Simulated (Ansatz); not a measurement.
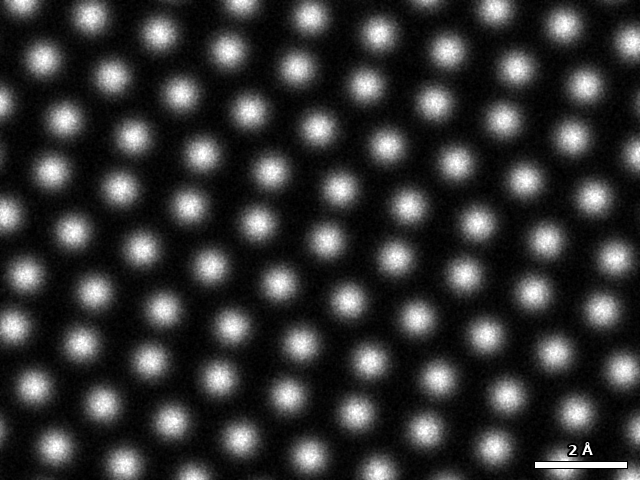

Z-contrast image of Cu (P6/mmm, No. 191). Simulated incoherent Z contrast: every atom adds Z^1.7 spread by a probe of 0.55 Å full width; channelling and multiple scattering are left out. The probe carries 15 % of its weight in a tail 2.5 times as wide. Shot noise was added. Structure: the geometry relaxed with DFT, r2SCAN, plane waves (500 eV) with PAW, scalar-relativistic (Ansatz); the starting structure was generated, so it need not be a known form of this composition.

```
Cu
1.0
     4.06536    0.00000    0.00000
    -2.03268    3.52071    0.00000
     0.00000    0.00000    2.44015
Cu
3
Cartesian
  0.0000 0.0000 0.0000
  0.0000 2.3471 1.2201
  2.0327 1.1736 1.2201
```

Question: Which beam direction gives this image, [102], [210], [211] or [310]? (Directions equivalent by symmetry count as one.)

Answer: [102]. The projected cells are 1.56 × 3.52 Å, 90° for [102]; 2.03 × 2.44 Å, 90° for [210]; 2.31 × 2.34 Å, 120° for [211]; 1.33 × 2.44 Å, 90° for [310], and the image repeats as the [102] one does.
